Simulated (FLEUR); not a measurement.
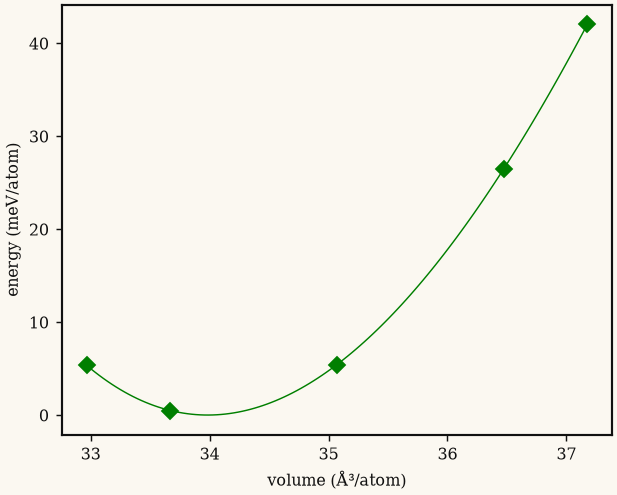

The figure shows the energy against volume for Bi, space group R-3m (No. 166).

Starting cell:
```xyz
2
Lattice="2.2675 1.3091 3.9380 -2.2675 1.3091 3.9380 0.0000 -2.6183 3.9380" Properties=species:S:1:pos:R:3 pbc="T T T"
Bi    0.0000    0.0000    9.0495
Bi    0.0000    0.0000    2.7645
```

How it was computed, with FLEUR MaX-R8.1 (later development tree): all-electron LAPW DFT, no spin polarisation; energies at scaled volumes of the given cell, shape and fractions fixed, counted from the fit's minimum, third-order Birch-Murnaghan fit. Level: LDA.

- k mesh: 7×7×7
- occupations: Fermi–Dirac
- smearing width: 0.05 eV
- potentials: all electron
- program settings: basis FLAPW, kmax 4.1 1/bohr

This calculation gives: equilibrium volume 33.98 Å³/atom and bulk modulus 53.1 GPa.

Now the level changes from LDA to r2SCAN. What happens?

The equilibrium volume rises from 33.98 to 35.97 Å³/atom (+5.9 %) and the bulk modulus falls from 53.1 to 47.3 GPa (−11 %).

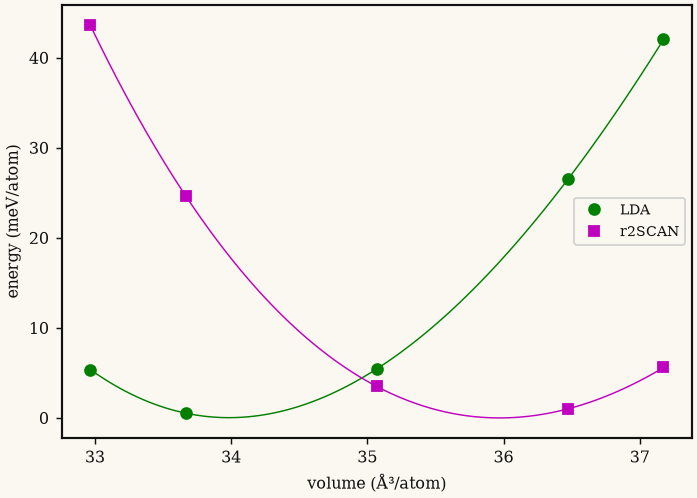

The two results together.

For both, limits of the calculation: spin-orbit coupling left out, heavy elements; shape and atomic fractions are frozen while scaling, which makes layered, chain and framework solids too stiff.

V0 and the bulk modulus come from third-order Birch–Murnaghan fits.
